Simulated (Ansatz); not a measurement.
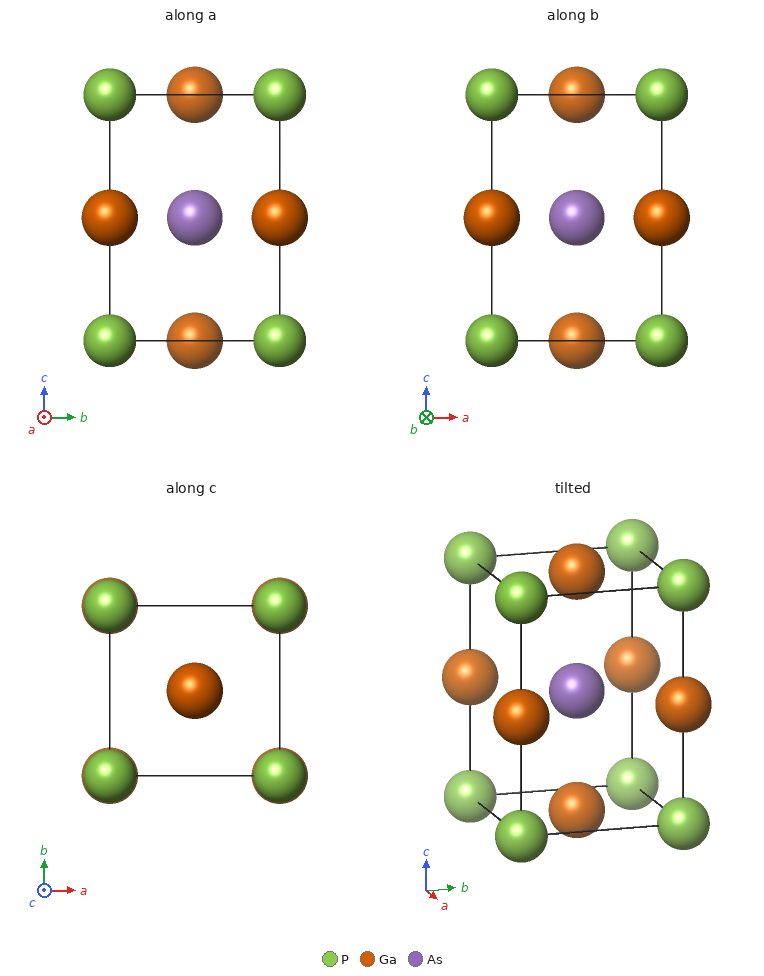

The figure gives a spheres-only picture of the atoms, viewed along the a axis, along the b axis, along the c axis and slightly off an axis. Lines trace the edges of the conventional unit cell.

Lattice parameters: a = 3.6706 Å, b = 3.6706 Å, c = 5.3120 Å, α = 90.000°, β = 90.000°, γ = 90.000°.

> Transcribe the picture into a CIF with its space group and independent sites.

```cif
data_structure
_symmetry_space_group_name_H-M 'P 4/m m m'
_symmetry_Int_Tables_number 123
_cell_length_a 3.6706
_cell_length_b 3.6706
_cell_length_c 5.3120
_cell_angle_alpha 90.000
_cell_angle_beta 90.000
_cell_angle_gamma 90.000
_cell_volume 71.57
loop_
_atom_site_label
_atom_site_type_symbol
_atom_site_symmetry_multiplicity
_atom_site_Wyckoff_symbol
_atom_site_fract_x
_atom_site_fract_y
_atom_site_fract_z
_atom_site_occupancy
P1 P 1 a 0.0000 0.0000 0.0000 1
Ga1 Ga 1 b 0.0000 0.0000 0.5000 1
As1 As 1 d 0.5000 0.5000 0.5000 1
Ga2 Ga 1 c 0.5000 0.5000 0.0000 1
```

It goes back to a structure type filled with these elements by a generator (whether the compound takes this form wasn't checked). Earlier steps of the study may have refined or changed the cell and positions. It went into a calculation with Ansatz.
